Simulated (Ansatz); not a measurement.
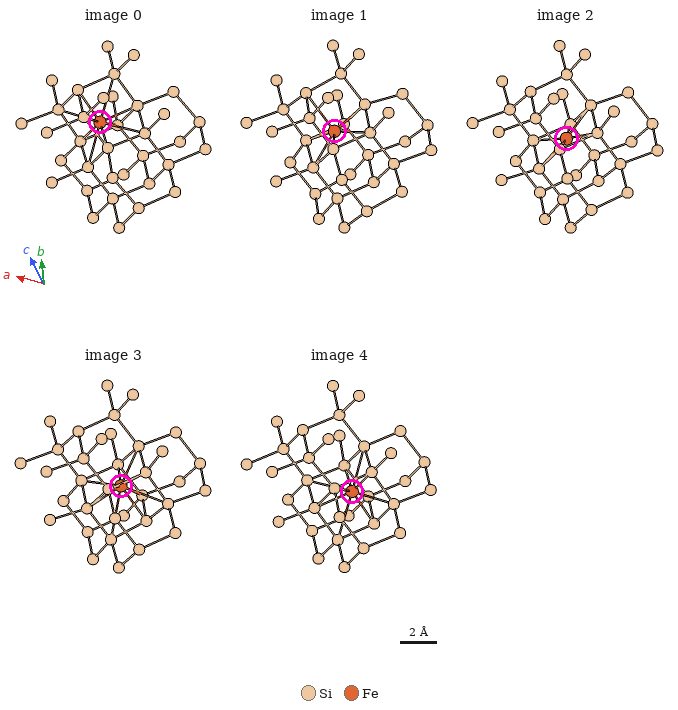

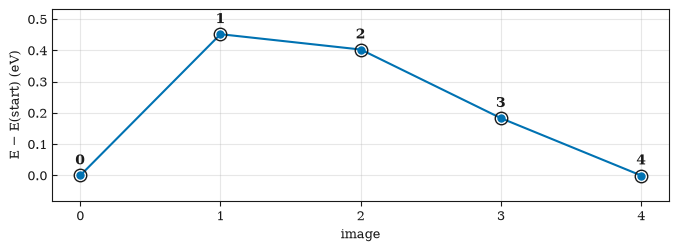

A nudged-elastic-band calculation for Si with an interstitial Fe (17 atoms in the cell). Images are numbered from 0 (start) to 4 (end). A ball-and-stick model of the atoms within 5.3 Å of the middle of the path, seen from a free direction. The moving atom is ringed, with any periodic copies. Bonds to atoms that aren't drawn are left out.

Method: DFT PBEsol, scalar-relativistic, plane waves, PAW (Ansatz 0.2.0). Settings: plane-wave cutoff 420 eV; k-point mesh 2 × 2 × 2; Gaussian smearing 0.05 eV; spin collinear; 3 movable images; climbing image; force threshold 0.05 eV/Å; iteration limit 80; optimiser FIRE; starting path by image-dependent pair potential.

> Read off the barrier and say what moves.

The Fe atom travels furthest, 2.27 Å from end to end, along [−2 −1 −2], on a straight line. At the highest image its nearest neighbour (Si) is 2.32 Å away, against 2.37 Å at the start, and the surrounding atoms stand up to 0.24 Å off the mean of their end positions. The barrier is about 0.45 eV in both directions, with image 1 at the top; the ends have the same energy. The band converged in 54 iterations. The climbing image converged on the top of the path. A check of its curvatures didn't confirm a first-order saddle.

Limits of the set-up: the k-point mesh is coarse for a cell with partly filled bands; the periodic images lie only 7.7 Å apart, so the values are limited by the cell's size.

PAW datasets: the set soft_1.
